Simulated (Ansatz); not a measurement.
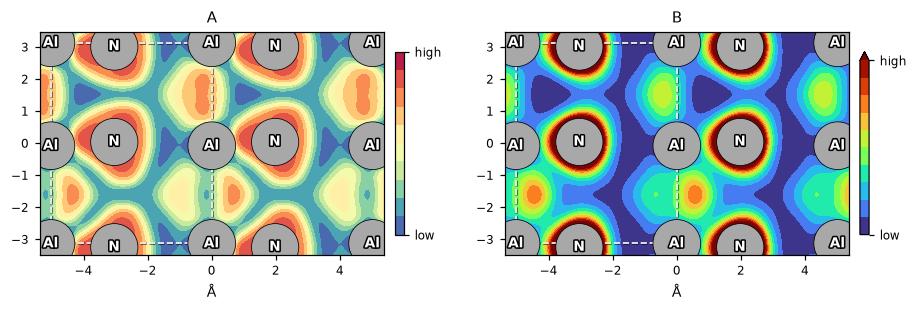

Al8N9 (cell charge −1, with a compensating background) (cell with a defect): 2 fields on the (010) plane of the calculation cell, with unlabelled colour scales. Grey discs cover the atomic cores.

The calculation used DFT PBE, scalar-relativistic, plane waves, PAW (Ansatz).

### Match the panels to the quantities (electron localisation function and valence pseudo-density).

Panel A: electron localisation function. Panel B: valence pseudo-density. From the grid: Al–N (1.98 Å): the density is about 0.57 e/Å³ at the midpoint; the ELF peaks at about 0.85 in the valence shell of N, 0.7 Å from its nucleus, and is about 0.85 at the midpoint.
